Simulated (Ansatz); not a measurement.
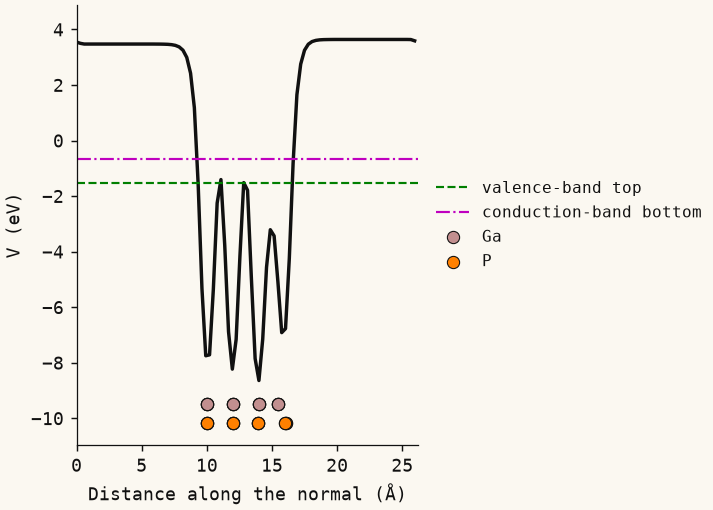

Write a caption with the findings.

Plane-averaged electrostatic potential energy of an electron across the slab; circles at the bottom mark the heights of the atoms. System: a (110) slab cut from GaP (F-43m), ended by GaP planes, 32 atoms in the cell, the slab at its places in the relaxed adsorbed structure. Computed with Ansatz: DFT PBE+D3(BJ), scalar-relativistic, plane waves, PAW, no spin polarisation, 2×2×1 k mesh, Gaussian smearing of 0.05 eV.

From the vacuum level at the right face the ionisation potential is 5.17 eV and the electron affinity 4.29 eV; at the left face they are 5.01 and 4.12 eV. The slab's gap, their difference before rounding, is 0.88 eV. The vacuum levels differ by 0.16 eV, so the slab carries a dipole along its normal. The outermost atoms are 6.0 Å apart, which leaves 20.2 Å of vacuum in a cell 26.2 Å high.

The atoms aren't at rest in this cell (largest force 1.8 eV/Å), so the relaxed material can differ.
